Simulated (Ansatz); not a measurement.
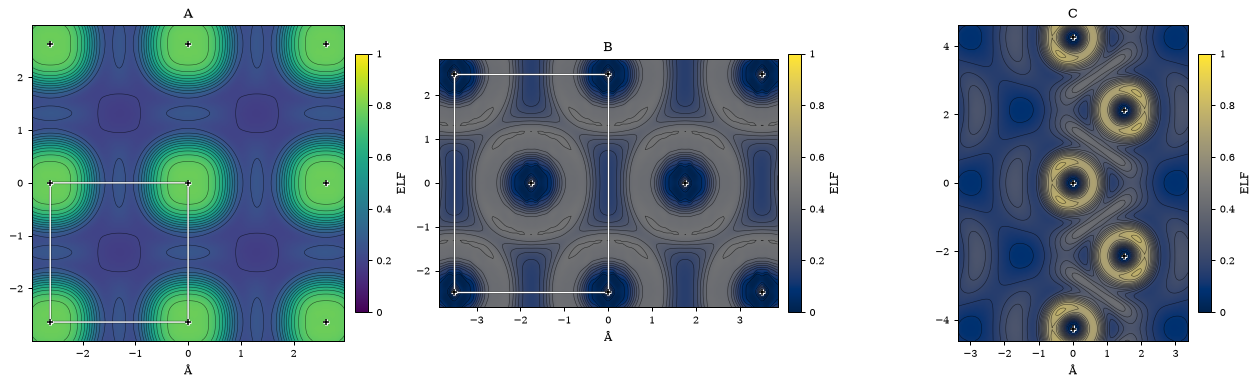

The electron localisation function of 3 systems, each on a plane through atoms (crosses mark nuclei in the plane).

These are results of DFT, PBE, plane waves (420 eV) with PAW, scalar-relativistic in Ansatz, not measurements.

System 1: Ge, the (101) plane of the conventional cell. Space group Im-3m; set up as Ge, bcc; a generated structure, not necessarily the stable one; changed on purpose from its base cell (volume × 1.12); computed pressure about −6 GPa in this cell.

```
Ge
1.0
     3.51176    0.00000    0.00000
     0.00000    3.51176    0.00000
     0.00000    0.00000    3.51176
Ge
2
Direct
  0.00000 0.00000 0.00000
  0.50000 0.50000 0.50000
```

System 2: Rh, the (010) plane of the conventional cell. Space group Cmcm; set up as Rh, beta-Sn type; a generated structure, not necessarily the stable one; changed on purpose from its base cell (volume × 0.92); computed pressure about 24 GPa in this cell; computed without spin polarisation.

```
CELL_PARAMETERS angstrom
0.39173 0.39173 2.55352
-5.59924 5.59924 0.00000
-1.82302 -1.82302 0.55930
ATOMIC_POSITIONS crystal
Rh 0.00000 0.63517 0.25000
Rh 0.50000 0.13517 0.25000
Rh 0.00000 0.36483 0.75000
Rh 0.50000 0.86483 0.75000
```

System 3: Ta, the (110) plane of the conventional cell. Space group Fd-3m; set up as Ta, diamond; a generated structure, not necessarily the stable one; changed on purpose from its base cell (volume × 0.96); computed pressure about 3 GPa in this cell.

> Which map belongs to which system?

Panel A is system 2, Rh: the plane holds Rh. Rh–Rh (2.61 Å): the ELF is about 0.25 at the midpoint: no shared electron pair shows on this line. Panel B is system 1, Ge: the plane holds Ge. Ge–Ge (3.04 Å): the ELF is about 0.35 at the midpoint. Panel C is system 3, Ta: the plane holds Ta. Ta–Ta (2.61 Å): the ELF is about 0.40 at the midpoint.
